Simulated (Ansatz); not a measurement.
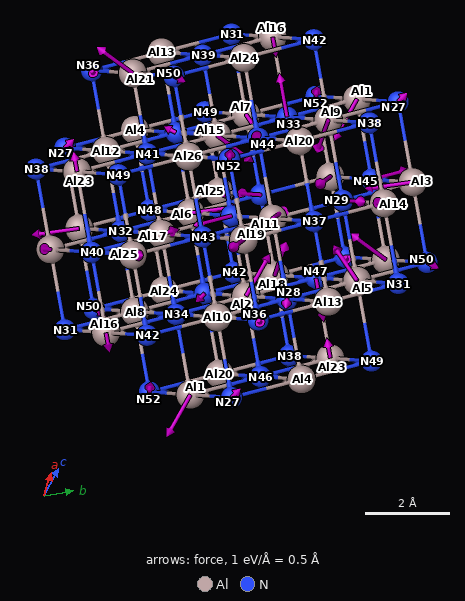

Starting geometry of a defect cell of composition Al26N27 (cell charge −2) with the computed forces as purple arrows. A ball-and-stick model of the atoms within 5.0 Å of the atom that moves most (axes of the cell of the calculation), seen from a free direction.

The calculation used DFT, PBE, plane-wave PAW, default files, scalar-relativistic in Ansatz 0.2.0. (plane-wave cutoff 420 eV; k-point mesh 3 × 3 × 3; occupations fermi dirac; smearing width 0.01 eV; collinear spin; atoms relaxed in a fixed cell; force threshold 0.03 eV/Å; at most 40 steps)

**Is this structure relaxed? If not, where do the atoms go?**

It isn't relaxed: the largest force vector, on Al atoms, is 2.47 eV/Å. The atoms end up moving mostly along the starting forces (cosine between the two patterns 0.94). After 3 geometry steps the energy has fallen by 1.620 eV per cell of the calculation. The largest force component goes from 2.2 to 0.0088 eV/Å. The largest moves, 0.080 Å, are those of N atoms. Largest moves by element: N 0.080 Å, Al 0.074 Å. The lattice vectors keep their values. Near-neighbour distances that change, for instance: Al–N 1.969 → 1.890 Å, Al–N 1.969 → 1.922 Å, Al–N 1.969 → 2.016 Å, Al–N 1.969 → 1.975 Å. Bond angles that change, for instance: N–Al–N 90.0° → 97.9°, Al–N–Al 180.0° → 172.1°, N–Al–N 180.0° → 174.4°. Cost: 2.9 min on 1 thread of Intel(R) Xeon(R) Platinum 8488C (Sapphire Rapids), with other jobs on the host, peak memory 1.4 GiB.

Limits of the set-up: the periodic images lie only 8.4 Å apart, so the values are limited by the cell's size; the cell is charged, on a uniform background, and energies carry no finite-size correction.
